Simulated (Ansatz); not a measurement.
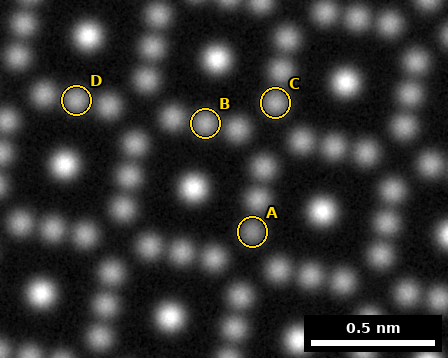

Z-contrast image of Ta (Pm-3n, No. 223) along [001]. Simulation: incoherent imaging, intensity Z^1.7 per atom, probe width 0.77 Å, thin sample. The probe carries 15 % of its weight in a tail 2.5 times as wide. The display is stretched by a gamma of 0.65; percentages refer to the linear signal. Shot noise was added.

The sample is 4 repeats (21.4 Å) thick. One point defect was put into the perfect crystal, without relaxing the atoms around it. Brightness is counted from the darkest point of the image. Host structure: the geometry given to an electronic-structure calculation, possibly off equilibrium; the starting structure was generated, so it need not be a known form of this composition.

### Which ringed column holds the defect, and does it scatter more or less than its equals?

A; it scatters less. The column holds 4 atoms (Ta) through the sample, and one Ta atom is missing, so its peak drops to about 75 % of that of its equals.
